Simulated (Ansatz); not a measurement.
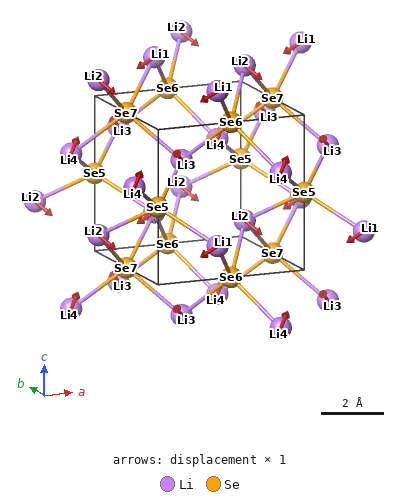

This is a relaxation of crystalline Li4Se3 (a generated structure, set up in P-43m) (coarse preliminary run). The starting structure is drawn; red arrows show the displacements (the part carried along by the change of the cell is left out), at their true length.

The picture is a ball-and-stick view of the cell of the calculation, seen slightly off an axis.

These are results of Ansatz, DFT PBE, scalar-relativistic, plane waves, PAW, not measurements.

Input
```yaml
crystal:
  lattice:
    - [5.2207111, 0.0, 0.0]
    - [0.0, 5.2207111, 0.0]
    - [0.0, 0.0, 5.2207111]
  atoms:
    - { symbol: Li, position: [0.28429461, 0.71570539, 0.28429461] }
    - { symbol: Li, position: [0.71570539, 0.28429461, 0.28429461] }
    - { symbol: Li, position: [0.28429461, 0.28429461, 0.71570539] }
    - { symbol: Li, position: [0.71570539, 0.71570539, 0.71570539] }
    - { symbol: Se, position: [0.0, 0.0, 0.5] }
    - { symbol: Se, position: [0.5, 0.0, 0.0] }
    - { symbol: Se, position: [0.0, 0.5, 0.0] }
basis:
  ecutwfc: 420
kpoints:
  mp_grid: { grid: [4, 4, 4] }
hamiltonian:
  xc: pbe
scf:
  occupations: { method: gaussian, width: 0.1 }
  lower_state_search: "off"
output:
  forces: true
  stress: true
  eigenvalues: true
relax:
  adjacent_minimum: "off"
  f_tol: 0.04
  max_steps: 70
  cell: { stress_tol: 0.4 }
```

Run as
```bash
ansatz run input.yaml --threads 1 --pin off --max-ram 2048MiB --backend cpu --events-out ev --progress --plain --runs-dir out
```

Which element moves most?

Lithium: up to 0.78 Å, against 0.00 Å for selenium.

Describe the change and its energy.

Over 5 accepted moves (6 points after the start) the energy falls by 141 meV per atom. Largest force component: 0.15 eV/Å at the start, 0.014 eV/Å at the end. The pressure goes from 4.55 to 0.30 GPa. At 1 point the geometry stayed and the basis and grid were re-selected for the new cell (energy shift of 2.8 meV per atom at most each time). The largest moves relative to the cell, 0.78 Å, are those of Li1, Li2, Li3 and Li4. Li4 goes along [1 1 1]. Se stays in place. The volume changes by +47.6 %, with a = b = c 5.221 → 5.944 Å (+13.9 %). Near-neighbour distances that change, for instance: Li1–Se5 2.382 → 2.465 Å. Among the angles between lasting bonds that change: Li1–Se5–Li2 123.6° → 90.8°, Li1–Se5–Li3 102.9° → 119.5°, Se5–Li1–Se6 101.6° → 117.0°. The space group stays P-43m (No. 215).
